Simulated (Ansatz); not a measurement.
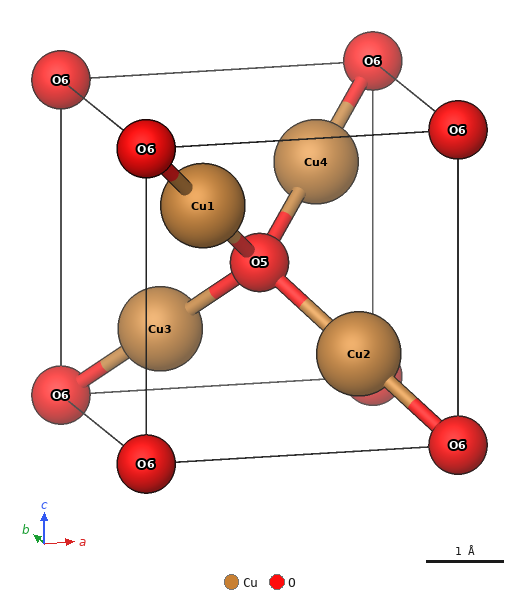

The starting point is a crystal of Cu2O (built on the database structure type) at its r2SCAN-relaxed geometry. Style: ball-and-stick. Shown: the cell of the calculation, slightly off an axis.

Computed with DFT, HSE06, plane waves, PAW (Ansatz 0.2.0). Settings: plane-wave cutoff 420 eV; k-point mesh 4 × 4 × 4; occupations fixed; no spin polarisation.

Change: All lengths are scaled by −1.0 % (volume −3.0 %). The atoms were relaxed with r2SCAN under that strain, and this is a single point on that geometry.

### Predict the response.

Among the bonded contacts that change: Cu–O 1.839 → 1.820 Å. The space group stays Pn-3m (No. 224). The energy rises by 12.1 meV per atom. The pressure goes from 3.1 to 7.2 GPa. All forces vanish by symmetry. The band gap: 2.03 eV before, 2.12 eV after.
